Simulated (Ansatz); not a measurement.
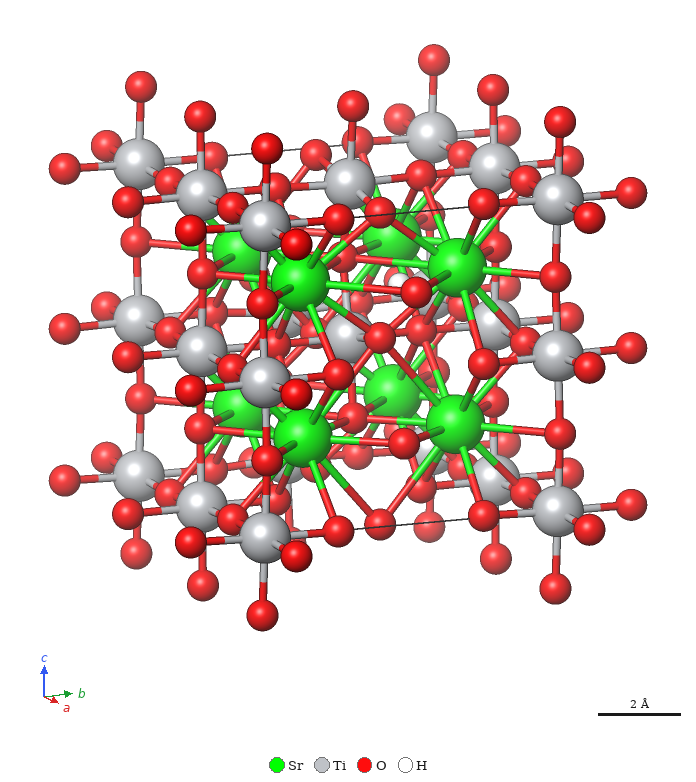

*The structure (ball-and-stick view of the cell of the calculation, seen slightly off an axis; bonded neighbours outside the cell are drawn too). An atom can appear more than once, as a periodic image.*

**Single-point calculation of Sr8Ti8HO24 (part 1 of 2)**

Sr8Ti8HO24 (defect cell, 41 atoms in the cell), computed with DFT PBE, scalar-relativistic, plane waves, PAW, spin-polarised (Ansatz 0.2.0).

The structure derives from an entry of the Crystallography Open Database.

The program's output:
```
Warning: the band count 176 (scf.n_extra_bands) hosts the net moment |M| = 0.4600 μB (N_el = 321) but caps the reachable moment at 2·n_bands − N_el = 31.0000 μB, below the 202 bands that the automatic rule leaves for it — a moment growing past the seed, or the majority channel's smearing tail, pins there with fewer empty majority states than that count leaves; raise or omit scf.n_extra_bands unless the cap is intended
Warning: checkpoint.read: spin seed differs: saved 4af2e6125c56…, current 2daa4f756e34…; the loaded state replaces the seed-built initial guess (but the starting_ns of a DFT+U solve that opens without the state's occupation matrices), so the run may converge into the producing seed's basin, or, where the symmetry group that follows from this deck's starting moments and starting_ns does not hold the saved magnetisation, lose that magnetisation at its first build. Where atoms have moved since the state was saved, this difference can also decide whether moments are moved with them. A self-consistent run of this deck without the state starts from its starting moments and, under a DFT+U term, its starting_ns
scf.n_extra_bands = 15 over 161 filled bands (N_el = 321.0): the run solves 176 bands
Engine: ansatz 0.2.0, aarch64-unknown-linux-gnu
Pseudopotentials: kind: paw
Pseudopotential: Sr, paw, valence charge 10, recommended cutoff 420 eV (normal), Sr.paw.azcp
Pseudopotential: Ti, paw, valence charge 12, recommended cutoff 420 eV (normal), Ti.paw.azcp
Pseudopotential: O, paw, valence charge 6, recommended cutoff 420 eV (normal), O.paw.azcp
Pseudopotential: H, paw, valence charge 1, recommended cutoff 420 eV (normal), H.paw.azcp
Functional definition: PBE
  parameter kappa = 0.804
  parameter beta = 0.06672455060314922
  exchange = pbe_x(kappa = kappa, mu = beta*pi^2/3)
  correlation = pbe_c(beta = beta)
Crystal: 41 atoms, lattice volume = 473.547 Å³
Basis set: ecut = 420 eV, 9171 PW (Γ), exchange–correlation on 108×108×108 points (8 copies of the dense FFT grid, shifted against one another)
Bands: 176, of which v1, the nominal top of the filled ones, is band 161 counted from 1 (160 counted from 0)
Symmetry: 1 space group operations
Space group: P1 (ITA 1), of the structure as read, at distance tolerance 7.8e-5 Å
Magnetic group: BNS 1.1 (UNI 1), of the structure as read, at distance tolerance 7.8e-5 Å
k-points: 8
Non-local potential: Sr, projectors of the file, l = 0: 3, l = 1: 2, l = 2: 2
Non-local potential: Ti, projectors of the file, l = 0: 3, l = 1: 2, l = 2: 3, l = 3: 1
Non-local potential: O, projectors of the file, l = 0: 2, l = 1: 2, l = 2: 1
Non-local potential: H, projectors of the file, l = 0: 2, l = 1: 1
PAW form: soft (Blöchl's): semilocal exchange-correlation on the pseudo side does not see the compensation charge
PAW one-centre angular grid: Sr, 110 points (default); XC on 64 Gauss nodes
PAW one-centre angular grid: Ti, 590 points (default); XC on 64 Gauss nodes
PAW one-centre angular grid: O, 110 points (default); XC on 64 Gauss nodes
PAW one-centre angular grid: H, 110 points (default); XC on 64 Gauss nodes
Initial density: read from a saved state, or passed on in memory by an earlier SCF of this step, an earlier step, the calling program or the single point that the run made first
Stability of the state it starts from, as read at its close in the collinear treatment: not read negative (Ritz values of 1 − χ₀K, real part plus size of imaginary part, from 0.35 to 0.43, by its mixing steps under no symmetry); its run was given moments
Starting moments: Σ|m| = 0.78 μB on 24 of 41 sites; this step starts from the density that it was given
Initial wavefunctions: pseudopotential atomic-orbital guess
Functional: x = pbe(κ = 0.804, μ = 0.2195149727645171), c = pbe(β = 0.06672455060314922)
iter 1 solved again at ethr=1.19e-7 eV; its pass at ethr=3.10e-3 eV (dr2=3.83e-4 eV) is discarded
SCF iter   1: F=—  HF=-62050.387103 eV  |F-HF|=—  |Δ(HF+E_count)|=         —  Δρ=6.54e-7 (↑6.54e-7 ↓6.39e-7)  dr2=8.48e-9  dr2_m=1.82e-10  M=0.866 μB ∫|m|=1.162 μB  β_m=0.30  ethr=1.19e-7  ⟨swp⟩=4.8  Hψ=22612  notcnv=0
eigensolver tolerance schedule: the retry pair's looser diagonalisation over-reported the residual by 45111.80 of it (diagonalisation noise at an unbounded share of the residual, at the tolerance the schedule requests for it); recorded, not acted on — ethr = c·dr2/N_el stays at c = 1.0e-1
preconditioner: auto → Kerker (q_TF=auto, 2.557 Å⁻¹)  [metal: Δε(μ)=0.015 eV  Ē_g=11.056 eV  σ=0.050 eV  W_gap=0.17  n_scr=146 (ndim 8)  ℏωp=26.5 eV  f_vac=0.000  D(μ)=7.43/eV (n_scr^D=32)]
spin=Collinear: Kerker preconditioning applied to the charge; magnetization (m = ρ↑ − ρ↓) channel mixes plain (no charge-response kernel on spin).
SCF iter   2: F=—  HF=-62050.388165 eV  |F-HF|=—  |Δ(HF+E_count)|=   1.06e-3  Δρ=3.07e-7 (↑3.07e-7 ↓2.69e-7)  dr2=2.35e-9  dr2_m=1.58e-10  M=0.866 μB ∫|m|=1.162 μB  β_m=0.34  ethr=2.64e-12  ⟨swp⟩=8.9  Hψ=15303  notcnv=0
SCF iter   3: F=-62050.388165 eV  HF=-62050.388165 eV  |F-HF|=1.09e-9  |Δ(HF+E_count)|=  1.02e-10  Δρ=1.96e-7 (↑1.91e-7 ↓1.96e-7)  dr2=1.48e-9  dr2_m=9.92e-11  M=0.866 μB ∫|m|=1.162 μB  ethr=1.00e-12  ⟨swp⟩=1.0  Hψ=5717  notcnv=0
SCF 1 converged in 3 iterations: F = -62050.388165 eV  dr2 = 1.48e-9
  greatest PAW one-centre occupation: 0.999 electrons in one spin orbital (limit 2), on the Ti atom at site 12 (counted from 0), in its partial waves of l = 0
NSCF: frozen V_eff on 8 k-points
SCF converged after 3 iterations
Magnetization: 0.8659 μB (160.9329 up, 160.0671 down)
Absolute magnetization: 1.1607 μB (∫|ρ↑−ρ↓|, with the PAW one-centre terms)
Spin contamination: 0.0022 ħ² per cell (⟨S²⟩ above its minimum at these occupations)
Per-site moments (μB) at R_I (Å): [(0.0009066323823674582, 1.0562562013820977), (0.0010891872599627212, 1.0773710081225638), (0.0009913432205864053, 1.0544348532044427), (0.00082269050595223, 1.0044985883964535), (0.0008272257622118166, 1.009679283863035), (0.0010189534181230205, 1.0676171123425533), (0.0010897613751271326, 1.0756966050117824), (0.0009385484886131321, 1.061587489506242), (0.09854113905537644, 0.8008206663369621), (0.0536840362600579, 0.7647310549734864), (0.10147613934475723, 0.8013358667867347), (0.05610778643458034, 0.7852367309204309), (0.10140218418986349, 0.8012637505907004), (0.056241777684684836, 0.7851282600751427), (0.0985997150886307, 0.8008405284006107), (0.05358755256998399, 0.7643216300127708), (-0.007879597123186926, 0.8015412004338958), (-0.0007633995417433838, 0.40612772421866705), (-0.007093832572745987, 0.8058590347975585), (-0.004481612221563556, 0.8185381214253632), (-0.007419162842526246, 0.8030144652779173), (-0.0045285284374611745, 0.8097859968367406), (-0.007838298877993928, 0.8072163902020173), (-0.004208405345062428, 0.7719461385946722), (-0.0030614071446178324, 0.7852367309204309), (-0.006629723267722152, 0.8048335754519395), (-0.0033519576650643474, 0.7647310549734864), (-0.007088171161604367, 0.8008206663369621), (-0.005570883122968884, 0.7997526047932089), (-0.0056010119629199, 0.7991844096777896), (-0.005676136055077428, 0.8018541939902492), (-0.0056514602775617605, 0.8020691662136569), (-0.006626931897198667, 0.8049393055751198), (-0.0030792711722968684, 0.7851282600751427), (-0.007090873984479025, 0.8008405284006107), (-0.003341018351855757, 0.7643216300127708), (-0.0056654606865842805, 0.8017613481983733), (-0.005659954130112459, 0.8020334024041086), (-0.005567809553745476, 0.7997898082631593), (-0.005603047068984401, 0.7992054498722717), (8.32703554692085e-6, 0.40612772421866705)]
Free energy (F): -62050.388165 eV
Harris-Foulkes:  -62050.388165 eV  (|F-HF|=1.09e-9)
Internal energy: -62050.378876 eV  (E = F + TS)
E sigma→0 (E₀):  -62050.383521 eV
Entropy (-TS):   -0.009289 eV (-0.227 meV/atom)
Fermi energy:    12.271735 eV
--- Per-component energies (eV) ---
  E_band       = -1587.618115
  E_kinetic    = 8418.641842
  E_local      = -18966.677249  (includes V_loc(G=0)·N_el)
  E_nonlocal   = 2792.817307
  E_hartree    = 6642.856107
  E_xc         = -3985.809038
  E_vxc        = -4596.628997  (∫ρ·V_xc dr)
  E_paw        = -33715.030277  (= ΣΔE_a)
  E_vpaw       = -2521.542211  (= ΣTr[D̂ρ^β])
  E_aug_tail   = 0.058968  (compensation charges beyond the density's cutoff)
  E_ewald      = -23237.236537
  E_smearing   = -0.009289  (= −TS)
  E_closure    = 0.000000  (closes the sum)
  Σ components = -62050.388165   (vs F -62050.388165, Δ=0.00e0)
--- Forces (eV/Å), atoms counted from 1 ---
  atom   1  Sr     0.01264180     0.00445262    -0.00305172
  atom   2  Sr    -0.00919736    -0.01353026     0.00045236
  atom   3  Sr     0.00564126     0.00942946     0.00171078
  atom   4  Sr    -0.01067675    -0.00630266     0.00196934
  atom   5  Sr     0.00825390     0.01121519    -0.00016964
  atom   6  Sr    -0.00899340    -0.00622301     0.00311593
  atom   7  Sr     0.01285743     0.00861653     0.00138937
  atom   8  Sr    -0.00294330    -0.01191953    -0.00335740
  atom   9  Ti    -0.00570347     0.00436958     0.00293582
  atom  10  Ti    -0.00889318     0.00675538    -0.00976728
  atom  11  Ti    -0.00444324     0.00572782     0.00127888
  atom  12  Ti    -0.01211488     0.01181369     0.00072241
  atom  13  Ti    -0.00273079     0.00605134    -0.00138427
  atom  14  Ti    -0.01845989     0.01681925     0.00454884
  atom  15  Ti    -0.00350048     0.00529012     0.00272734
  atom  16  Ti    -0.01494850     0.01537493     0.00894723
  atom  17  O     -0.00305830     0.00416632     0.00189366
  atom  18  O      0.00068759     0.00038447     0.00156823
  atom  19  O     -0.00256161     0.00174791    -0.00102125
  atom  20  O     -0.00043487     0.00106592     0.00333322
  atom  21  O     -0.00531482     0.00218089     0.00041973
  atom  22  O     -0.00299185     0.00251070    -0.00132494
  atom  23  O     -0.00415189     0.00408336    -0.00183877
  atom  24  O     -0.00492675     0.00104587    -0.00084294
  atom  25  O      0.00707041    -0.00787633    -0.00936701
  atom  26  O      0.00583696    -0.00596045    -0.00413337
  atom  27  O      0.00246530    -0.00253266    -0.00577813
  atom  28  O     -0.00139221     0.00198111    -0.00697942
  atom  29  O     -0.00046054    -0.01600944    -0.00572040
  atom  30  O      0.01485533     0.00134575    -0.00197930
  atom  31  O     -0.00021596    -0.01487367    -0.00043027
  atom  32  O      0.01535582     0.00307323     0.00691975
  atom  33  O      0.00403363    -0.00460502     0.00135602
  atom  34  O      0.01070496    -0.00977334     0.00594986
  atom  35  O     -0.00201468     0.00180108     0.00383503
  atom  36  O      0.00514719    -0.00553785    -0.00127304
  atom  37  O     -0.00167021    -0.01496482     0.00631814
  atom  38  O      0.01484321     0.00012517    -0.00074498
  atom  39  O     -0.00156897    -0.01345969     0.00093658
  atom  40  O      0.01593692    -0.00133512    -0.00261586
  atom  41  H     -0.00299215     0.00346501    -0.00057358
  max |Σ_I F_I| component: 2.83e-5 eV/Å
--- Band table (eV; the first three rows and the last of 16) ---
  k-point 0 ↑: bands = ["-46.1984", "-46.1960", "-46.1509", "-46.1495", "-46.0159", "-46.0145", "-46.0135", "-46.0121", "-22.6787", "-22.6037", "-22.5799", "-22.5620", "-22.5509", "-22.5329", "-22.4982", "-22.4918", "-22.4777", "-22.4715", "-22.4695", "-22.4548", "-22.4518", "-22.4454", "-22.4416", "-22.4379", "-22.4327", "-22.4115", "-22.3902", "-22.3893", "-22.3801", "-22.3682", "-22.3189", "-22.3157", "-22.3096", "-22.3093", "-22.3065", "-22.3060", "-22.2998", "-22.2996", "-22.2875", "-22.2807",
      "-9.4304", "-7.5535", "-7.5174", "-7.4862", "-7.2374", "-6.9172", "-6.6718", "-6.6248", "-6.6179", "-6.4931", "-6.4762", "-6.4397", "-6.4034", "-6.3998", "-6.3858", "-6.3399", "-6.2989", "-6.2555", "-6.2273", "-6.0353", "-6.0162", "-5.9382", "-5.9073", "-5.9031", "-4.8022", "-4.7789", "-4.6703", "-4.5301", "-4.4982", "-4.4873", "-4.4820", "-4.4657", "-4.4648", "-4.4417", "-4.4375", "-4.4237", "-4.4235", "-4.3880", "-4.3769", "-4.1618",
      "-4.1102", "-4.0965", "-4.0738", "-4.0027", "-3.9996", "-3.9120", "-3.8857", "-3.8437", "3.2502", "5.0996", "5.3932", "5.5075", "5.5293", "5.6083", "5.6841", "5.7038", "5.8074", "5.8684", "5.9326", "5.9725", "6.0225", "6.0674", "6.0729", "6.1750", "6.3413", "6.4700", "6.5239", "6.7934", "6.9451", "7.1253", "7.2199", "7.2299", "7.2623", "7.2656", "7.2871", "7.2964", "7.3160", "7.3274", "7.3459", "7.3465",
      "7.3726", "7.4760", "7.4959", "7.5686", "7.6598", "7.7131", "7.7592", "7.8013", "7.8292", "7.8611", "7.8867", "7.9731", "8.0653", "8.2680", "8.2920", "8.3708", "8.3918", "8.4620", "8.5455", "8.5539", "8.5973", "8.6022", "8.8656", "8.9313", "8.9386", "9.1064", "9.1612", "9.3406", "9.3419", "9.3753", "9.4194", "9.4260", "9.6850", "9.7019", "9.7141", "9.8494", "9.9478", "9.9856", "10.0242", "10.0380",
      "12.1319", "12.1518", "12.2164", "12.2599", "12.3514", "12.5673", "13.6772", "13.7608", "13.8178", "13.8867", "13.9126", "13.9296", "13.9432", "14.0255", "14.0264", "14.0360"]
```
